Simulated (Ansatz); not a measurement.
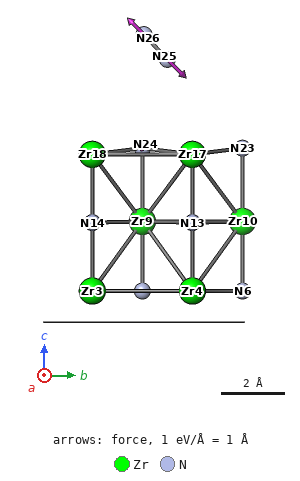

Starting geometry of a slab of composition Zr$_{6}$N$_{7}$ (cut from the Fm-3m phase) with the computed forces as purple arrows. The picture is a ball-and-stick view of the cell of the calculation, outlined in the plane, without the vacuum (origin shifted), seen along the a axis.

Case: 1 N2 a cell, tilted, over a bridge N-Zr site. The slab is the (1 0 0) face of ZrN with N2 on it. 8 atoms are held fixed.

Level of theory: Ansatz 0.2.0, DFT PBE+D3(BJ), scalar-relativistic, plane waves, PAW. Set-up: plane-wave cutoff 420 eV; k-point mesh 3 × 3 × 1; occupations gaussian; smearing width 0.1 eV; no spin polarisation; dipole correction; atoms relaxed in a fixed cell; force threshold 0.04 eV/Å; at most 100 steps.

What follows when this structure is relaxed?

Answer. It isn't relaxed: the largest force vector, on an N atom, is 0.90 eV/Å. The final displacements have little in common with the starting forces (cosine between the two patterns −0.01). The atom that moves furthest is an N atom (1.81 Å at 79° to the normal (−c side)). Largest moves by element: N 1.81 Å, Zr 0.07 Å. The lattice vectors keep their values. Among the contacts that change: N–Zr 3.265 → 2.310 Å, N–Zr 2.198 → 2.315 Å, N–Zr 2.203 → 2.155 Å, Zr–Zr 3.140 → 3.176 Å. New bonds form: N–Zr (3.26 → 2.31 Å). Bond angles that change, for instance: Zr–N–Zr 178.1° → 175.3°, Zr–N–Zr 170.0° → 172.5°. The energy falls by 0.408 eV per cell of the calculation in 14 accepted moves (17 points after the start). The largest force component goes from 0.63 to 0.033 eV/Å. The line search rejected the trial steps at points 1, 14 of the run. 1 step only repeated the SCF at the same geometry. The forces were under the threshold at step 11, but the run went on from there.

Limits of the set-up: the periodic images lie only 6.4 Å apart, so the values are limited by the cell's size.
